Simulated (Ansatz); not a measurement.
Read the following structure.

```yaml
crystal:
  lattice:
    - [5.79987, 0.00000, 0.00000]
    - [-2.89994, 5.02284, 0.00000]
    - [0.00000, 0.00000, 3.35034]
  atoms:
    - { symbol: Ti, position: [0.66667, 0.33333, 0.50000] }
    - { symbol: Ti, position: [0.33333, 0.66667, 0.50000] }
    - { symbol: Ti, position: [0.00000, 0.00000, 0.00000] }
    - { symbol: Se, position: [0.60886, 0.60886, 0.00000] }
    - { symbol: Se, position: [0.39114, 0.00000, 0.00000] }
    - { symbol: Se, position: [0.00000, 0.39114, 0.00000] }
```

> Say what kind of structure these coordinates give.

The stoichiometry is TiSe. It belongs to space group P-62m (No. 189) and has a primitive hexagonal lattice. One cell contains 3 Ti, 3 Se, 6 atoms in all. The coordination shell of Se holds five Ti at 2.27 to 2.45 Å. Ti takes two kinds of site: 2d with six Se in a trigonal prismatic arrangement at 2.45 Å; 1a with three Se in a trigonal planar arrangement at 2.27 Å. Not all metal-metal contacts are counted. The bonds build a three-dimensional framework.

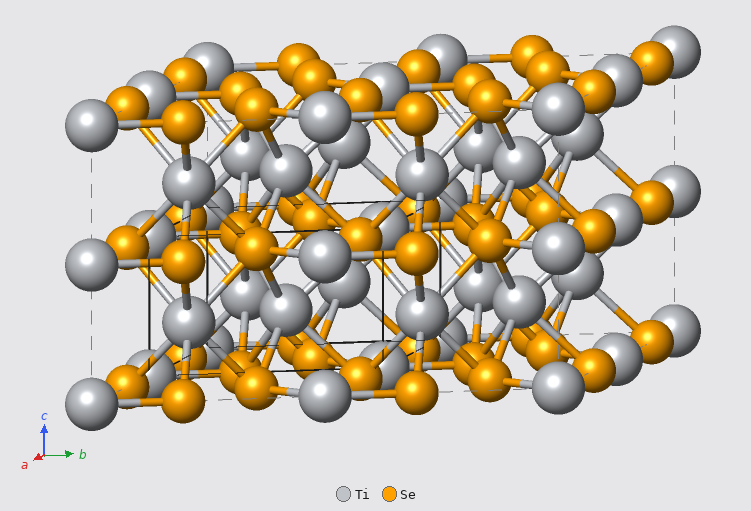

The image is a ball-and-stick drawing of a crystal, viewed slightly off an axis. The drawing covers 2×2×2 cells, and the solid lines enclose one conventional unit cell. Colours: titanium light grey, selenium orange.

Source of the structure: a structure listed in the Materials Project, with elements exchanged, so it need not be a known form of the compound. Earlier steps of the study, as a rule a relaxation of our own, may have changed the cell and positions, so they can lie some per cent off the listed ones. It was set up as input for a calculation with Ansatz.
